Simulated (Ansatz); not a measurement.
Consider this structure.

```cif
data_structure
_symmetry_space_group_name_H-M 'P -3 m 1'
_symmetry_Int_Tables_number 164
_cell_length_a 3.7528
_cell_length_b 3.7528
_cell_length_c 5.8771
_cell_angle_alpha 90.000
_cell_angle_beta 90.000
_cell_angle_gamma 120.000
_cell_volume 71.68
loop_
_atom_site_label
_atom_site_type_symbol
_atom_site_symmetry_multiplicity
_atom_site_Wyckoff_symbol
_atom_site_fract_x
_atom_site_fract_y
_atom_site_fract_z
_atom_site_occupancy
Pt1 Pt 1 a 0.00000 0.00000 0.00000 1
Se1 Se 2 d 0.66667 0.33333 0.77479 1
```

Say what kind of structure these coordinates give.

The structure is one of PtSe2. Space group: P-3m1 (No. 164). Lattice: primitive hexagonal. Its structure type: cadmium iodide (CdI₂, 1T) type. The cell comprises 1 formula unit: 1 Pt, 2 Se. The polyhedra are PtSe6 octahedra; they share edges. The Pt atoms are each bonded to six Se in a distorted octahedral arrangement at 2.54 Å. Each Se has three Pt in a trigonal pyramidal arrangement at 2.54 Å. The bonds build PtSe2 layers parallel to (001).

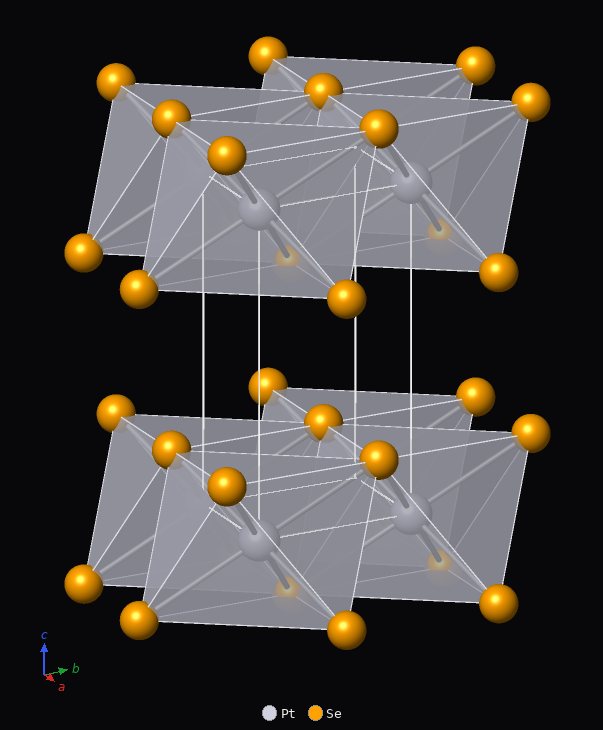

This polyhedral model is shown slightly off an axis. The conventional unit cell is drawn as a box. Some atoms of the next cells are drawn as well. Colours: platinum light grey, selenium orange.

Source of the structure: a structure listed in the Materials Project. Earlier steps of the study, as a rule a relaxation of our own, may have changed the cell and positions, so they can lie some per cent off the listed ones. It was set up as input for a calculation with Ansatz.
